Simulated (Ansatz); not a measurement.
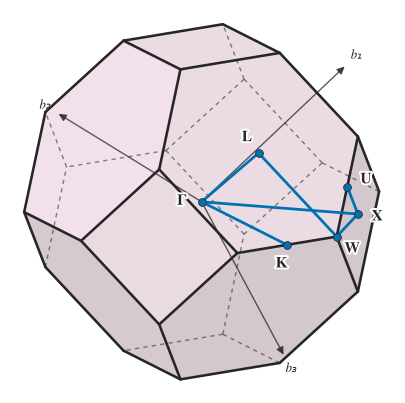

For ZnSe, a calculation's input that goes back to an entry of the Crystallography Open Database (an earlier step may have relaxed or displaced it): the figure shows the first Brillouin zone with its special points and a band path. Symmetry computed with spglib at a tolerance of 0.002 Å; standard conventional cell.

Labels and path follow the convention of Hinuma et al. (2017), as computed by seekpath; the arrows show the directions of the reciprocal primitive vectors b₁, b₂, b₃.

**Which Bravais lattice has this zone?**

A face-centred cubic lattice (cF; extended symbol cF2). The zone is a truncated octahedron in its combinatorial type: 14 faces (6 with 4 edges, 8 with 6 edges), 36 edges, 24 vertices.

**In which order does the conventional band path visit the special points?**

Γ–X–U | K–Γ–L–W–X
